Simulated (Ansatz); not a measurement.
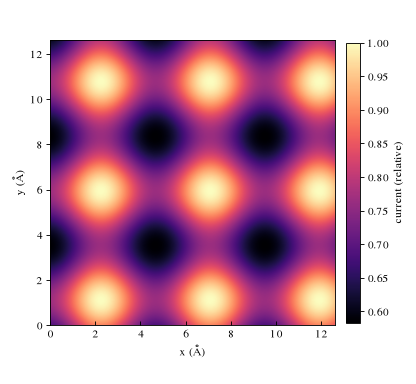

Simulated STM image (constant-height image 4.0 Å above the topmost atom, sample bias −2.00 V).

The STM signal is simulated in the Tersoff–Hamann approximation. Bias windows are sharp sums over the levels of the k mesh.

Q: What is the lattice of this pattern?

A: The pattern repeats on a square lattice with shortest vectors of 4.8 Å at 90°, a cell of 23.5 Å², with 1 maximum above 60 % of the range in each cell.

The surface:

Sr(100) (Im-3m bulk, 5 atomic planes (those closer than 0.6 Å count as one), 9 Å). The brightest spots lie over the top Sr atoms; the darkest points are over the sites above the Sr atoms 2.4 Å below the top plane.

Method: DFT PBE, scalar-relativistic, plane waves, PAW (Ansatz). Cutoff 420 eV, 18 × 18 k-points, Gaussian smearing 0.1 eV, dipole correction. The slab is a cut without reconstruction beyond its cell, at the source's lattice constants, with its lower half held fixed and the rest relaxed. Relaxation changes the spacing of inner planes by up to 7 %, all the same way; the held half keeps the source's spacing. This isn't the element's usual fcc form. No spin polarisation. The run warns that the functional's potential is rough in the thin density of the vacuum, where the tip is; weak contrasts and barriers may feel it.
